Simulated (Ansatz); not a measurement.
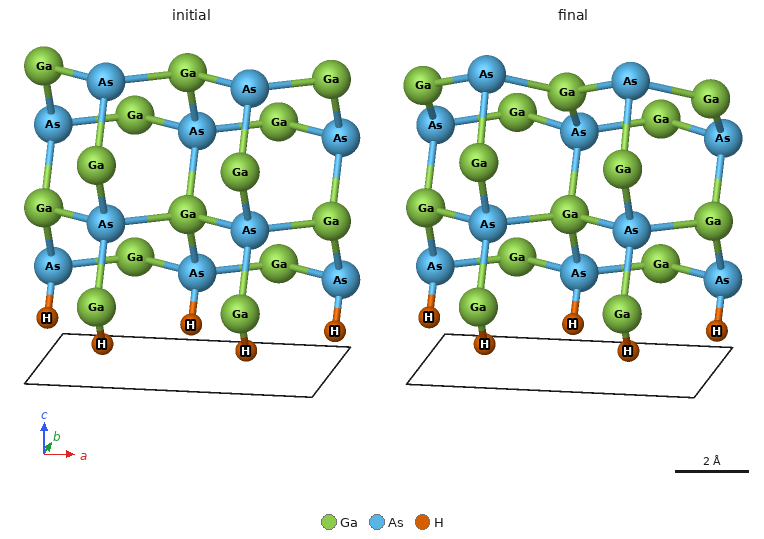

The structure of a slab of composition Ga2As2H (cut from the F-43m phase) before (left) and after (right) a constrained relaxation, at one scale.

A ball-and-stick model of the cell of the calculation, outlined in the plane, without the vacuum (origin shifted), seen slightly off an axis.

Case: clean slab, lower planes held. The slab is the (1 1 0) face of GaAs. 8 atoms are held fixed.

These are results of Ansatz, DFT PBE+D3(BJ), scalar-relativistic, plane waves, PAW, not measurements. (plane-wave cutoff 420 eV; k-point mesh 2 × 3 × 1; occupations gaussian; smearing width 0.05 eV; no spin polarisation; dipole correction; atoms relaxed in a fixed cell; force threshold 0.03 eV/Å; at most 70 steps)

Question: Describe what moved and what it gained.

Answer: The largest moves, 0.60 Å, are those of Ga atoms. Largest moves by element: Ga 0.60 Å, As 0.31 Å, H 0.03 Å. The lattice vectors keep their values. Near-neighbour distances that change, for instance: As–Ga 2.458 → 2.493 Å, Ga–H 1.550 → 1.575 Å, As–Ga 2.458 → 2.473 Å, As–Ga 2.458 → 2.443 Å. Bond angles that change, for instance: Ga–As–Ga 109.5° → 88.7°, Ga–As–Ga 109.5° → 94.0°, As–Ga–As 109.5° → 124.2°. The energy falls by 1.534 eV per cell of the calculation in 5 accepted moves (6 points after the start). Largest force component: 1.5 eV/Å at the start, 0.012 eV/Å at the end. 1 step only repeated the SCF at the same geometry. Cost: 71 s on 8 threads of Arm Neoverse V1 (shared host), peak memory 2.2 GiB.
